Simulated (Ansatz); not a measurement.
System: Cs, space group Im-3m (No. 229) (one of a set of cubic test structures, which need not be the stable phase).

Computed with Ansatz 0.2.0 development build: equation of state of a cubic crystal from periodic Kohn-Sham density functional theory without spin; pressure corrected for the finite basis. Level: r2SCAN.

- structure type: bcc
- atoms in cell: 1
- space group number: 229
- lattice centring: body-centred primitive
- k mesh: 8×8×8
- occupation method: Fermi–Dirac
- occupation width: 0.1 eV
- wave cutoff: 700 eV
- datasets: hard PAW
- density tolerance: 1e−09 eV
- bands: 14
- density cutoff ratio: 4
- search for lower states: default
- xc grid level: 2

Predict the energy above the lowest point and pressure against volume. The volume takes the values 107.3, 110.8, 114.3, 117.8, 121.3 Å³/atom.

The energy above the lowest point falls from 14.2 meV/atom at volume 107.3 Å³/atom to 0.0 meV/atom at 121.3 Å³/atom. The pressure falls from 0.32 GPa at volume 107.3 Å³/atom to 0.03 GPa at 121.3 Å³/atom.

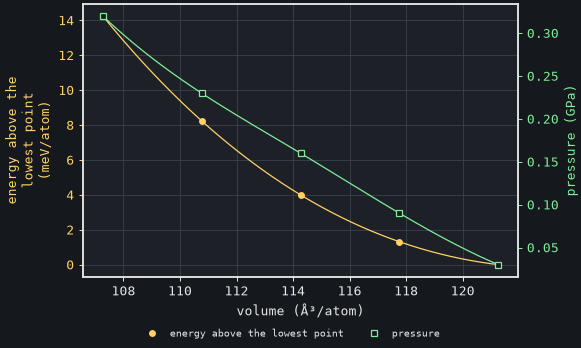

Note: pseudopotentials made with PBE, not this functional; the volumes run don't bracket the minimum of the energy, so any equilibrium value is extrapolated.
